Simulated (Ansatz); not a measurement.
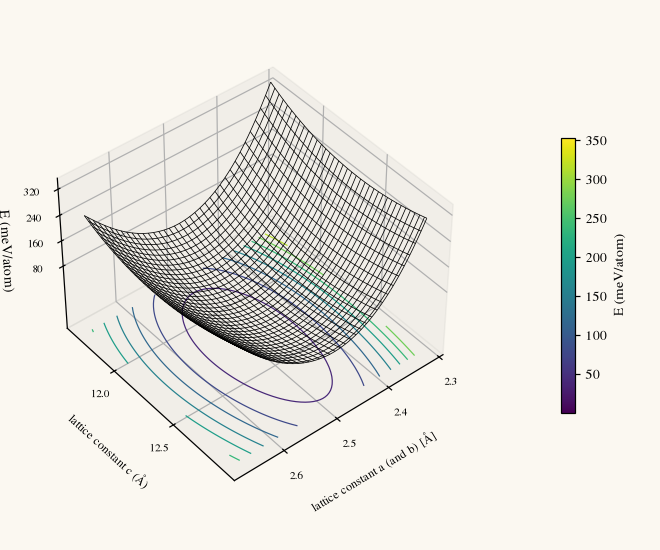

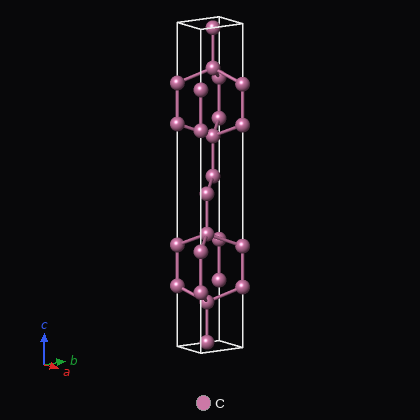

Energy landscape of C (P6_3/mmc, No. 194; 12 atoms in the cell). The energy is mapped over the lattice constants a and c of the conventional cell. Coordinates scanned: (1) lattice constant a (and b); (2) lattice constant c. Nothing is relaxed (fractional coordinates fixed). The grid has 7 × 7 points. All energies are given in meV/atom relative to the lowest grid point. Computed with Ansatz 0.2.0, DFT LDA, scalar-relativistic, plane waves, PAW. Settings: cutoff 520 eV, k-mesh 12×12×2 in the order of the run's cell vectors, gaussian smearing 0.05 eV, no spin polarisation.

In the figure: a relief with its contours projected below. Between grid points the surface is interpolated. The second picture is the structure at the lowest point

**Where are the wells?**

The lowest grid point is at lattice constant a (and b) = 2.492 Å, lattice constant c = 12.292 Å. It is the only kind of minimum in the scanned range. The highest grid point, lattice constant a (and b) = 2.318 Å, lattice constant c = 11.677 Å, lies 353 meV/atom above the lowest. Round the minimum the two coordinates are weakly coupled (coupling 0.05 in units of the two stiffnesses). The gap on the k-mesh is 4.5 eV at the lowest point and runs from 2.2 to 5.1 eV over the map.

Grid values (meV/atom):

```tsv
lattice constant c ↓, lattice constant a (and b) →	2.318	2.376	2.434	2.492	2.550	2.608	2.667
12.906	306	155	73	50	77	146	250
12.701	284	131	47	23	49	117	220
12.497	272	117	31	6	31	98	201
12.292	272	114	27	0	24	90	192
12.087	284	124	35	7	29	94	195
11.882	311	148	57	27	48	112	212
11.677	353	188	95	64	84	146	244
```

Each point was launched as `ansatz run input.yaml --threads 2 --pin off --max-ram 4096MiB --backend cpu --events-out ev --progress --plain --runs-dir out`. Time for the 49 points that were run: 5.5 min on 2 threads of Arm Neoverse N1, on a shared host.

PAW datasets: the set soft_1.
